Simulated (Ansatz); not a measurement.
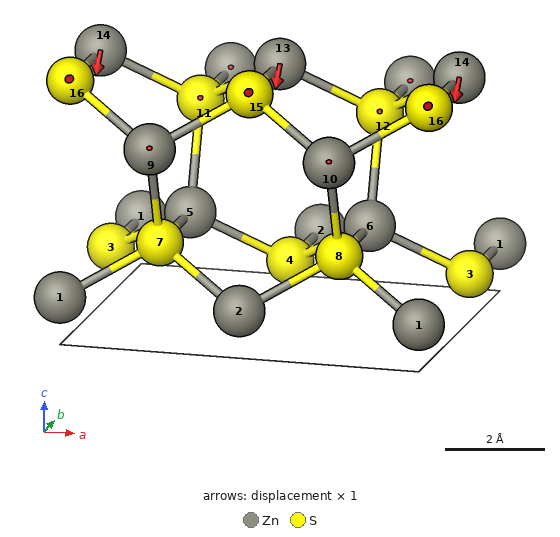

A constrained relaxation of a slab of composition ZnS (cut from the P6_3mc phase). The starting structure is drawn; red arrows show the displacements, at their true length.

The picture is a ball-and-stick view of the cell of the calculation, outlined in the plane, without the vacuum (origin shifted), seen slightly off an axis.

Case: clean slab, lower planes held. The slab is the (1 0 0) face of ZnS. 8 atoms are held fixed.

Level of theory: Ansatz 0.2.0, DFT PBE+D3(BJ), scalar-relativistic, plane waves, PAW. Settings: plane-wave cutoff 420 eV; k-point mesh 2 × 3 × 1; occupations gaussian; smearing width 0.05 eV; no spin polarisation; dipole correction; atoms relaxed in a fixed cell; force threshold 0.03 eV/Å; at most 70 steps.

> Atoms of which element are displaced furthest, and by how much?

Zinc: up to 0.59 Å, against 0.22 Å for sulfur.

> Describe the change and its energy.

Over 4 geometry steps the energy falls by 0.940 eV per cell of the calculation. Largest force component: 1.2 eV/Å at the start, 0.016 eV/Å at the end. The largest moves, 0.59 Å, are those of Zn13 and Zn14. Zn13 goes at 39° to the normal (−c side). By element the largest moves are Zn 0.59 Å, S 0.22 Å. The cell stays as it was. Some distances before and after: Zn13–S15 2.331 → 2.210 Å, S7–Zn9 2.328 → 2.429 Å, S11–Zn13 2.328 → 2.268 Å, Zn5–S11 2.328 → 2.383 Å. Among the angles between lasting bonds that change: Zn6–S12–Zn13 109.2° → 94.9°, S11–Zn14–S16 109.8° → 122.5°, Zn9–S16–Zn14 109.8° → 97.9°. Cost: 69 s on 4 threads of Intel(R) Xeon(R) Platinum 8488C (Sapphire Rapids), with other jobs on the host, peak memory 1.7 GiB.
